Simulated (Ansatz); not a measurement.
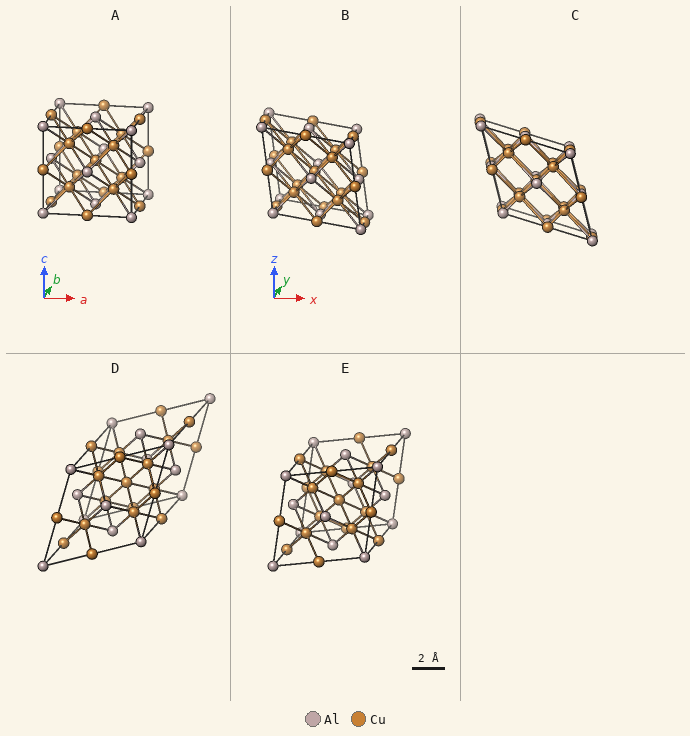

Energy scan for crystalline AlCu$_{3}$ (Fm-3m), in which the ratio of the cell's length along [111] to its lengths across, counted as 1 for the reference, is changed at fixed volume (a trigonal path), with the atoms kept at their fractional coordinates. x, y and z are the Cartesian axes of the input. Style: ball-and-stick. Shown: the conventional cell (4 times the calculation's cell), slightly off an axis. Lengths and directions refer to the drawn axes.

All numbers below come from DFT r2SCAN, scalar-relativistic, plane waves, PAW (Ansatz 0.2.0). Set-up: plane-wave cutoff 500 eV; k-point mesh 16 × 16 × 16; occupations gaussian; smearing width 0.15 eV; no spin polarisation. Energies (free energies at the smearing named) are counted from the relaxed crystal.

**Rank the frames from lowest to highest energy.**

Lowest first: A (the relative ratio 1.00, 0 meV/atom), E (the relative ratio 1.41, 401 meV/atom), D (the relative ratio 2.00, 718 meV/atom), B (the relative ratio 0.71, 1102 meV/atom), C (the relative ratio 0.50, 6453 meV/atom). Over the whole scan: the lowest computed point lies at the relative ratio 1.00 (0 meV/atom). The distortion takes the space group from Fm-3m to R-3m. At the relative ratio 2.00 the cell of the drawing goes a 5.781 → 6.489 Å, b 5.781 → 6.489 Å, c 5.781 → 6.489 Å, α 90.0° → 60.0°, β 90.0° → 60.0°, γ 90.0° → 60.0°.
